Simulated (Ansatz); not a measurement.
Si3Ge

```yaml
crystal:
  lattice:
    - [5.48618, -5.48618, -10.97211]
    - [-5.48576, -5.48576, 0.00000]
    - [-5.48691, 5.48691, -0.00073]
  atoms:
    - { symbol: Ge, position: [0.62346, 0.25297, 0.62346] }
    - { symbol: Ge, position: [0.12346, 0.75297, 0.62346] }
    - { symbol: Ge, position: [0.62346, 0.74703, 0.62346] }
    - { symbol: Ge, position: [0.12346, 0.24703, 0.62346] }
    - { symbol: Ge, position: [0.87496, 0.50000, 0.12505] }
    - { symbol: Ge, position: [0.37496, 0.00000, 0.12505] }
    - { symbol: Si, position: [0.87640, 0.00000, 0.12922] }
    - { symbol: Si, position: [0.37640, 0.50000, 0.12922] }
    - { symbol: Si, position: [0.87495, 0.50000, 0.62479] }
    - { symbol: Si, position: [0.37495, 0.00000, 0.62479] }
    - { symbol: Si, position: [0.87641, 0.00000, 0.62358] }
    - { symbol: Si, position: [0.37641, 0.50000, 0.62358] }
    - { symbol: Si, position: [0.62505, 0.25014, 0.12503] }
    - { symbol: Si, position: [0.12505, 0.75014, 0.12503] }
    - { symbol: Si, position: [0.62505, 0.74986, 0.12503] }
    - { symbol: Si, position: [0.12505, 0.24986, 0.12503] }
    - { symbol: Si, position: [0.75143, 0.50000, 0.74873] }
    - { symbol: Si, position: [0.25143, 0.00000, 0.74873] }
    - { symbol: Ge, position: [0.75300, 0.00000, 0.75293] }
    - { symbol: Ge, position: [0.25300, 0.50000, 0.75293] }
    - { symbol: Si, position: [0.50004, 0.25268, 0.24718] }
    - { symbol: Si, position: [0.00004, 0.75268, 0.24718] }
    - { symbol: Si, position: [0.50004, 0.74732, 0.24718] }
    - { symbol: Si, position: [0.00004, 0.24732, 0.24718] }
    - { symbol: Si, position: [0.99863, 0.75011, 0.75150] }
    - { symbol: Si, position: [0.49863, 0.25011, 0.75150] }
    - { symbol: Si, position: [0.99863, 0.24989, 0.75150] }
    - { symbol: Si, position: [0.49863, 0.74989, 0.75150] }
    - { symbol: Si, position: [0.74855, 0.50000, 0.25124] }
    - { symbol: Si, position: [0.24855, 0.00000, 0.25124] }
    - { symbol: Si, position: [0.74996, 0.00000, 0.25010] }
    - { symbol: Si, position: [0.24996, 0.50000, 0.25010] }
```

Space group Cm; a generated structure, not necessarily the stable one.

All numbers below come from DFT PBEsol, scalar-relativistic, plane waves, PAW (Ansatz 0.2.0).

> What can the converged valence pseudo-density and electron localisation function tell about the bonding?

Si–Si (2.35 Å): ρ at the midpoint is about 0.57 e/Å³; the ELF peaks at about 0.95 between the atoms, as expected for localised, covalent bonding.
Si–Ge (2.39 Å): the density is about 0.54 e/Å³ at the midpoint; the ELF peaks at about 0.90 between the atoms (a shared electron pair).

> Metal or insulator at this level of theory?

It is gapped, with a Kohn–Sham gap of 0.40 eV on the k-point mesh (the band edges may lie off the mesh, which would make the gap smaller).

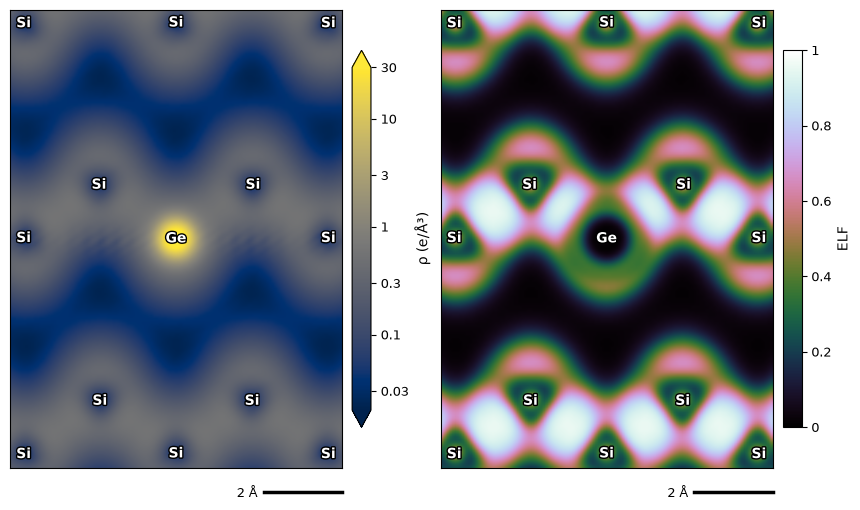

Computed valence pseudo-density and electron localisation function on the (101̄) plane of the conventional cell, in this order. 
